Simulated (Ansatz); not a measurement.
Run report: Rh, single-point calculation

Rh (I4/mmm, 5 atoms in the cell), computed with DFT LDA, scalar-relativistic, plane waves, PAW, no spin polarisation (Ansatz 0.2.0).

The structure derives from a Materials Project entry. It belongs to a series of runs on one base structure; here: band edges of the strained film's bulk. Figures and captions count atoms from 1; the log counts them from 0 in places.

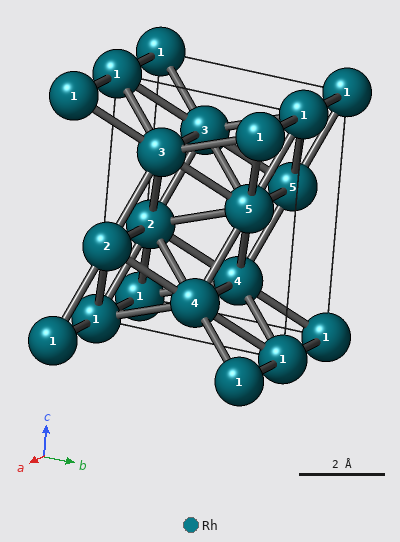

Fig. 1: The structure (ball-and-stick view of the reduced cell, repeated 2 × 1 × 1, seen slightly off an axis; atoms are numbered from 1 in the order of the input).

Key numbers:

```json
{"quantity": "outcome", "value": "converged"}
{"quantity": "space group (tolerance 0.01 Å)", "value": "I4/mmm (139)"}
{"quantity": "electrons treated", "value": "85"}
{"quantity": "free energy", "value": "−31393.1839 eV"}
{"quantity": "Fermi energy", "value": "23.813 eV"}
{"quantity": "gap on the k-point mesh", "value": "none (metallic)"}
{"quantity": "pressure", "value": "6.91 GPa"}
{"quantity": "largest force (length of the vector)", "value": "under 0.001 eV/Å"}
{"quantity": "hardware", "value": "8 threads of Intel Xeon @ 2.70GHz, 189 GiB of memory available, shared host"}
{"quantity": "wall time", "value": "7.8 s (CPU time 52 s)"}
{"quantity": "peak memory", "value": "1 GiB"}
```

Input file:
```yaml
crystal:
  lattice:
    - [5.8280390599, -1.78e-08, -0.0004345406]
    - [-1.78e-08, 5.8280390565, -0.0004783947]
    - [-1.748554745, -0.5829613637, 1.9080854069]
  atoms:
    - { symbol: Rh, position: [0.0, 0.0, 0.0] }
    - { symbol: Rh, position: [0.2, 0.4, 0.0] }
    - { symbol: Rh, position: [0.4, 0.8, 0.0] }
    - { symbol: Rh, position: [0.6, 0.2, 0.0] }
    - { symbol: Rh, position: [0.8, 0.6, 0.0] }
basis:
  ecutwfc: 420
kpoints:
  mp_grid: { grid: [6, 6, 18] }
hamiltonian:
  xc: lda
scf:
  occupations: { method: gaussian, width: 0.1 }
output:
  forces: true
  stress: true
  eigenvalues: true
```

Run as:
```bash
ansatz run input.yaml --threads 8 --pin off --max-ram 20480MiB --backend cpu --events-out ev --progress --plain --runs-dir out
```

What the program printed:
```
Engine: ansatz 0.2.0, x86_64-unknown-linux-gnu
Pseudopotentials: kind: paw
Pseudopotential: Rh, paw, valence charge 17, recommended cutoff 420 eV (normal), Rh.paw.azcp
Functional definition: SPW92
  exchange = slater_x
  correlation = pw_c
Crystal: 5 atoms, lattice volume = 64.804 Å³
Basis set: ecut = 420 eV, 1277 PW (Γ)
Bands: 51, of which v1, the nominal top of the filled ones, is band 43 counted from 1 (42 counted from 0)
Symmetry: 10 space group operations
Space group: P-1 (ITA 2), of the structure as read, at distance tolerance 4.0e-5 Å
k-points: 328 of 648
Non-local potential: Rh, projectors of the file, l = 0: 3, l = 1: 2, l = 2: 2, l = 3: 1
PAW form: soft (Blöchl's): semilocal exchange-correlation on the pseudo side does not see the compensation charge
PAW frozen core: Rh, regenerated for the run's functional, and the local potential with it (the file was generated under x = pbe(κ = 0.804, μ = 0.2195149727645171), c = pbe(β = 0.06672455060314922))
PAW one-centre angular grid: Rh, 590 points (default); XC on 64 Gauss nodes
Initial density: superposition of atomic densities (neutral atoms: chi_scale 0, normalization atom), corrected by the library's trained network
Initial wavefunctions: pseudopotential atomic-orbital guess
Functional: x = slater, c = lda
SCF iter   1: F=—  HF=-31393.193976 eV  |F-HF|=—  |Δ(HF+E_count)|=         —  Δρ=1.06e-2  dr2=4.05e-2  ethr=1.77e-3  ⟨swp⟩=5.5  Hψ=55191  notcnv=0  defer=24
preconditioner: auto → Kerker (q_TF=auto, 2.854 Å⁻¹)  [metal: Δε(μ)=0.002 eV  Ē_g=6.802 eV  σ=0.100 eV  W_gap=0.01  n_scr=20 (ndim 8)  ℏωp=30.9 eV  f_vac=0.000  D(μ)=5.82/eV (n_scr^D=76)]
SCF iter   2: F=—  HF=-31393.186919 eV  |F-HF|=—  |Δ(HF+E_count)|=   7.06e-3  Δρ=5.28e-3  dr2=8.21e-3  ethr=4.77e-5  ⟨swp⟩=2.3  Hψ=25175  notcnv=0  defer=28
SCF iter   3: F=—  HF=-31393.183973 eV  |F-HF|=—  |Δ(HF+E_count)|=   2.95e-3  Δρ=8.19e-4  dr2=1.02e-4  ethr=9.66e-6  ⟨swp⟩=2.0  Hψ=23439  notcnv=0  defer=28
SCF iter   4: F=—  HF=-31393.183961 eV  |F-HF|=—  |Δ(HF+E_count)|=   1.21e-5  Δρ=1.06e-4  dr2=2.77e-6  ethr=1.20e-7  ⟨swp⟩=2.5  Hψ=30091  notcnv=0  defer=28
SCF iter   5: F=—  HF=-31393.183942 eV  |F-HF|=—  |Δ(HF+E_count)|=   1.95e-5  Δρ=2.38e-5  dr2=1.32e-7  ethr=3.26e-9  ⟨swp⟩=2.0  Hψ=18879  notcnv=0  defer=28
SCF iter   6: F=-31393.183942 eV  HF=-31393.183942 eV  |F-HF|=3.49e-9  |Δ(HF+E_count)|=   2.88e-8  Δρ=5.17e-6  dr2=1.10e-8  ethr=1.18e-10  ⟨swp⟩=7.9  Hψ=55860  notcnv=0
SCF 1 converged in 6 iterations: F = -31393.183942 eV  dr2 = 1.10e-8
  greatest PAW one-centre occupation: 1.000 electrons in one spin orbital (limit 2), on the Rh atom at site 4 (counted from 0), in its partial waves of l = 0
```

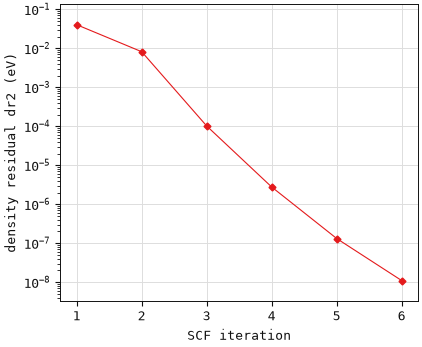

Fig. 2: Convergence of the self-consistent field: density residual dr2 against the SCF iteration. The residual falls at every step.

```
SCF converged after 6 iterations
Free energy (F): -31393.183942 eV
Harris-Foulkes:  -31393.183942 eV  (|F-HF|=3.49e-9)
Internal energy: -31393.154510 eV  (E = F + TS)
E sigma→0 (E₀):  -31393.169226 eV
Entropy (-TS):   -0.029431 eV (-5.886 meV/atom)
Fermi energy:    23.812964 eV
--- Per-component energies (eV) ---
  E_band       = -321.530166
  E_kinetic    = 2878.022648
  E_local      = -7478.947354  (includes V_loc(G=0)·N_el)
  E_nonlocal   = 1801.242167
  E_hartree    = 2622.777035
  E_xc         = -1107.797687
  E_vxc        = -1396.991020  (∫ρ·V_xc dr)
  E_paw        = -17319.459598  (= ΣΔE_a)
  E_vpaw       = -1370.408416  (= ΣTr[D̂ρ^β])
  E_aug_tail   = 0.003697  (compensation charges beyond the density's cutoff)
  E_ewald      = -12792.107829
  E_core_change = 3.112411  (= ΣΔE_core)
  E_smearing   = -0.029431  (= −TS)
  E_closure    = -0.000000  (closes the sum)
  Σ components = -31393.183942   (vs F -31393.183942, Δ=0.00e0)
--- Forces (eV/Å), atoms counted from 1 ---
  atom   1  Rh     0.00000000    -0.00000000     0.00000000
  atom   2  Rh     0.00000000    -0.00000000    -0.00000000
  atom   3  Rh     0.00000000     0.00000000     0.00000000
  atom   4  Rh     0.00000000     0.00000000     0.00000000
  atom   5  Rh    -0.00000000    -0.00000000    -0.00000000
  max |Σ_I F_I| component: 6.15e-26 eV/Å
--- Stress (GPa, compression-positive) ---
       10.416576       0.069884      -0.001861
        0.069884      10.354295      -0.002205
       -0.001862      -0.002205      -0.042439
  P = ⅓ Tr σ = 6.9095 GPa (69.095 kbar)
--- Band table (eV; the first three rows and the last of 328) ---
  k-point 0: bands = ["-55.1053", "-54.9626", "-54.9626", "-54.9370", "-54.9370", "-23.3361", "-23.3361", "-23.2294", "-23.2294", "-22.8929", "-22.8929", "-22.7769", "-22.7769", "-22.7558", "-22.7558", "-22.7337", "-22.7337", "-22.5633", "-22.5404", "-22.5400", "15.3219", "18.0144", "18.0144", "18.1731", "18.1731", "19.2226", "19.2226", "19.5545", "19.5545", "20.1391", "20.5561", "20.5565", "20.7339", "20.7339", "21.0917", "21.0917", "21.3435", "21.3435", "21.7028", "21.7028", "22.4736", "22.9877", "23.9945", "23.9945", "24.3488", "24.3488", "25.2999", "25.2999", "28.7563", "28.7563", "33.2785"]
  k-point 1: bands = ["-55.0999", "-54.9662", "-54.9568", "-54.9448", "-54.9301", "-23.3320", "-23.3169", "-23.2798", "-23.1856", "-22.9372", "-22.8507", "-22.8015", "-22.7930", "-22.7630", "-22.7471", "-22.7345", "-22.7187", "-22.5902", "-22.5495", "-22.5490", "15.4906", "18.0138", "18.1119", "18.1329", "18.2573", "18.7113", "19.3104", "19.7143", "19.7318", "20.0297", "20.5874", "20.6486", "20.6490", "20.8337", "20.8676", "20.9629", "21.2856", "21.3877", "21.7471", "22.3110", "22.3416", "23.0283", "23.7158", "23.8703", "24.2127", "24.2255", "25.1461", "26.1185", "27.7100", "29.8251", "32.7005"]
  k-point 2: bands = ["-55.0842", "-54.9671", "-54.9526", "-54.9495", "-54.9248", "-23.3193", "-23.3045", "-23.2815", "-23.1725", "-22.9812", "-22.8265", "-22.8127", "-22.8112", "-22.7955", "-22.7438", "-22.7233", "-22.7187", "-22.6670", "-22.5755", "-22.5751", "15.9746", "18.0458", "18.0732", "18.2495", "18.3836", "18.4956", "19.0619", "19.7262", "19.8050", "19.8207", "20.4933", "20.6706", "20.7923", "20.8956", "20.9229", "20.9233", "21.2840", "21.3055", "21.9885", "22.2898", "22.7612", "23.1466", "23.2109", "23.9436", "24.0451", "24.2816", "25.1672", "26.7092", "27.1063", "30.3763", "33.1028"]
  k-point 327: bands = ["-54.9567", "-54.9567", "-54.9312", "-54.9312", "-54.9024", "-23.4002", "-23.2988", "-23.2988", "-23.2786", "-23.2786", "-22.9816", "-22.9816", "-22.9263", "-22.8734", "-22.8235", "-22.8235", "-22.7594", "-22.7594", "-22.6980", "-22.6980", "16.8850", "17.2751", "18.0695", "18.0695", "18.3835", "18.3835", "19.1092", "19.1092", "19.6552", "19.6552", "20.4897", "20.4897", "20.8144", "20.8144", "21.4263", "21.4263", "22.2037", "22.2037", "23.8764", "23.8764", "24.2781", "24.2781", "24.4198", "24.7383", "25.1153", "26.8577", "26.8577", "27.3514", "30.0239", "30.0239", "33.2038"]
```

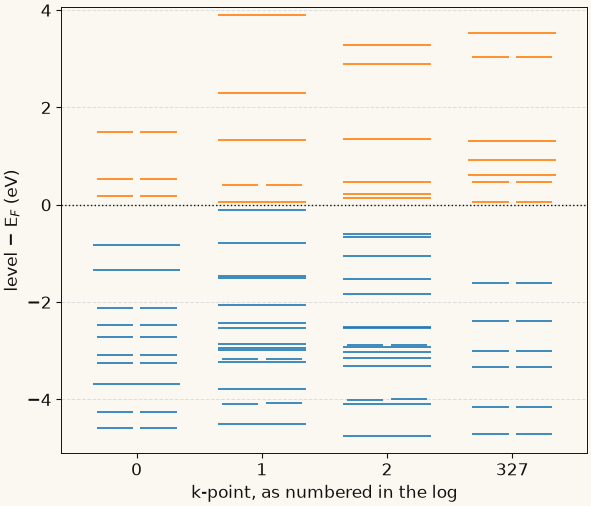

Fig. 3: Kohn–Sham levels near the Fermi level (dotted) at the few k-points that the log prints; levels within 0.02 eV of each other stand side by side. The system is metallic on the full mesh.
